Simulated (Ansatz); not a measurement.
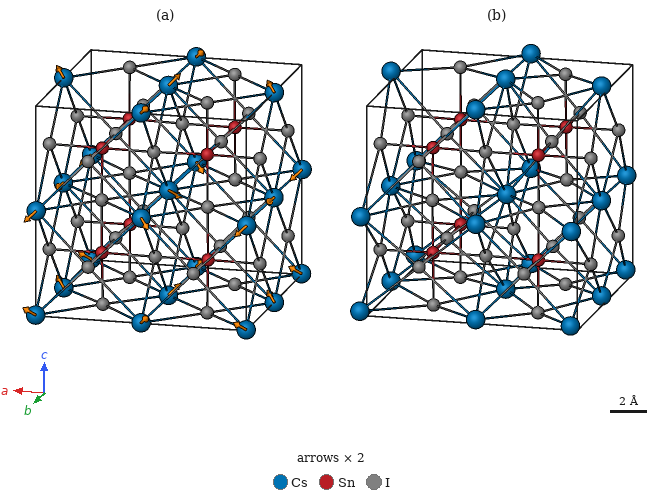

The structure of a defect cell of composition Cs8Sn7I24 (cell charge −2) before (left) and after (right) a relaxation, at one scale. The orange arrows give the displacements, 2 times their true length.

The picture is a ball-and-stick view of the cell of the calculation (origin shifted), seen from a free direction.

Method: Ansatz 0.2.0, DFT, PBEsol, PAW, plane waves.

Input
```yaml
crystal:
  lattice:
    - [12.314462, 0.000000, 0.000000]
    - [0.000000, 12.314462, 0.000000]
    - [0.000000, 0.000000, 12.314462]
  atoms:
    - { symbol: Cs, position: [0.999980, 0.999613, 0.001813] }
    - { symbol: Cs, position: [0.997160, 0.999193, 0.498446] }
    - { symbol: Cs, position: [0.997150, 0.500861, 0.999052] }
    - { symbol: Cs, position: [0.998839, 0.502290, 0.499146] }
    - { symbol: Cs, position: [0.499934, 0.997197, 0.999551] }
    - { symbol: Cs, position: [0.498281, 0.000293, 0.499382] }
    - { symbol: Cs, position: [0.500563, 0.499843, 0.997427] }
    - { symbol: Cs, position: [0.499593, 0.499307, 0.497739] }
    - { symbol: Sn, position: [0.250371, 0.250888, 0.748376] }
    - { symbol: Sn, position: [0.247303, 0.747996, 0.250268] }
    - { symbol: Sn, position: [0.249285, 0.753202, 0.753499] }
    - { symbol: Sn, position: [0.747921, 0.250700, 0.251387] }
    - { symbol: Sn, position: [0.751776, 0.249475, 0.753539] }
    - { symbol: Sn, position: [0.750645, 0.751693, 0.250255] }
    - { symbol: Sn, position: [0.748074, 0.752621, 0.749003] }
    - { symbol: I, position: [0.250510, 0.251311, 0.000709] }
    - { symbol: I, position: [0.249252, 0.249742, 0.499161] }
    - { symbol: I, position: [0.250736, 0.749177, 0.998405] }
    - { symbol: I, position: [0.248835, 0.749591, 0.502561] }
    - { symbol: I, position: [0.750097, 0.250816, 0.999354] }
    - { symbol: I, position: [0.750518, 0.252085, 0.495907] }
    - { symbol: I, position: [0.746406, 0.748597, 0.004411] }
    - { symbol: I, position: [0.751370, 0.751635, 0.501195] }
    - { symbol: I, position: [0.998346, 0.249505, 0.249055] }
    - { symbol: I, position: [0.998288, 0.251955, 0.750629] }
    - { symbol: I, position: [0.999865, 0.752156, 0.250121] }
    - { symbol: I, position: [0.000046, 0.748732, 0.750429] }
    - { symbol: I, position: [0.498174, 0.252028, 0.251139] }
    - { symbol: I, position: [0.499895, 0.252065, 0.749513] }
    - { symbol: I, position: [0.498465, 0.746459, 0.247392] }
    - { symbol: I, position: [0.503401, 0.752823, 0.747714] }
    - { symbol: I, position: [0.250215, 0.999896, 0.252175] }
    - { symbol: I, position: [0.248982, 0.003981, 0.749062] }
    - { symbol: I, position: [0.253662, 0.499310, 0.248545] }
    - { symbol: I, position: [0.250538, 0.498177, 0.746793] }
    - { symbol: I, position: [0.750069, 0.001922, 0.248598] }
    - { symbol: I, position: [0.751137, 0.999268, 0.750974] }
    - { symbol: I, position: [0.751417, 0.498240, 0.252745] }
    - { symbol: I, position: [0.749708, 0.502233, 0.751585] }
  symmetry: { detect: false }
kpoints:
  mp_grid: { grid: [1, 1, 1], shift: [0.25, 0.25, 0.25] }
hamiltonian:
  xc: pbesol
total_charge: -2
scf:
  occupations: { method: fermi_dirac, width: 0.01 }
relax:
  f_tol: 0.03
  max_steps: 80
  escape_saddle: false
  adjacent_minimum: "off"
output:
  forces: true
  eigenvalues: true
  populations: true
  charged_corrections: { epsilon: 30 }
```

Command:
```bash
ansatz run in.yaml --threads 8 --pin off --max-ram 118750MiB --runs-dir r --events-out ev --progress --plain --backend cuda --devices 0, --max-vram 170GiB
```

Summarise the run.

Cs8 moves most: 0.54 Å along [−1 −1 −1]. Largest moves by element: Cs 0.54 Å, I 0.09 Å, Sn 0.06 Å. The lattice vectors keep their values. Among the contacts that change: Cs8–I23 4.390 → 4.869 Å, Cs3–I34 4.407 → 3.938 Å, Cs5–I28 4.410 → 3.949 Å, Cs8–I31 4.385 → 4.843 Å. Among the angles between lasting bonds that change: Cs3–I18–Cs7 90.7° → 78.7°, Cs6–I21–Cs8 89.5° → 78.3°, Cs1–I18–Cs3 89.4° → 100.4°. The energy falls by 0.649 eV per cell of the calculation in 5 geometry steps. The largest force component goes from 0.32 to 0.012 eV/Å. The run took 5 s on 1 × NVIDIA GB200 with 8 threads of Arm Neoverse-V2, peak memory 2.2 GiB.

Limits of the set-up: the cell is charged, on a uniform background, and energies carry no finite-size correction.
